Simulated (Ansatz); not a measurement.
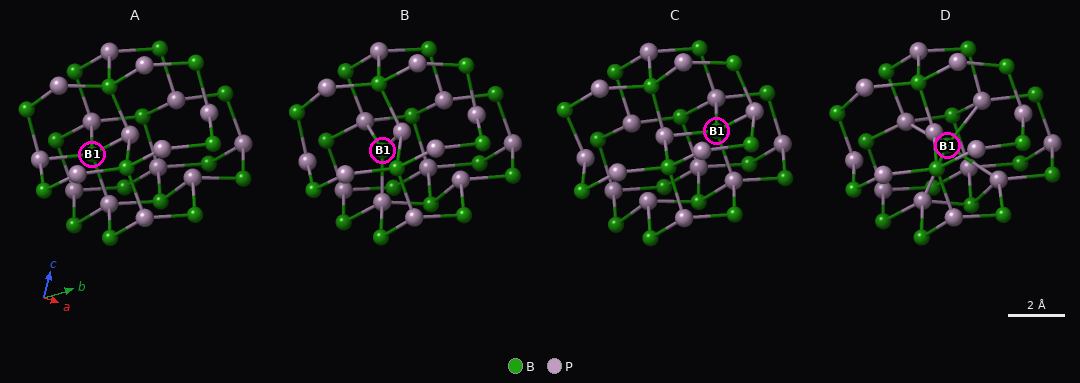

4 geometries from a converged minimum-energy path of a defect cell of composition B$_{7}$P$_{8}$ (cell charge −3) with a B vacancy (15 atoms in the cell), shuffled. The picture is a ball-and-stick view of the atoms within 4.6 Å of the middle of the path, seen slightly off an axis. The moving atom is ringed, with any periodic copies. Bonds to atoms that aren't drawn are left out.

These are results of Ansatz, DFT PBEsol, scalar-relativistic, plane waves, PAW, not measurements. Set-up: plane-wave cutoff 420 eV; k-point mesh 4 × 4 × 4; Gaussian smearing 0.05 eV; 7 movable images; climbing image from the first iteration; force threshold 0.05 eV/Å; iteration limit 60.

> One of them is the converged climbing image. Which?

D. In order along the path, whose images run from 0 to 8: C (image 0, 0.00 eV), D (image 4, +2.62 eV), B (image 6, +1.25 eV), A (image 8, 0.00 eV). It is a vacancy jump: a nearby atom moves into the empty site and leaves its own site empty. A B atom travels furthest, 3.20 Å from end to end, along −b, on a path that bends up to 0.41 Å away from the straight line. At the highest image its nearest neighbour (P) is 1.86 Å away, against 1.98 Å at the start, and the surrounding atoms stand up to 0.44 Å off the mean of their end positions. Breaking: 3 B–P (1.98 → 3.70–4.80 Å). Forming: 2 B–P (3.70 → 1.98 Å).

Limits of the set-up: the periodic images lie only 6.4 Å apart, so the values are limited by the cell's size; the cell is charged, on a uniform background, and energies carry no finite-size correction.
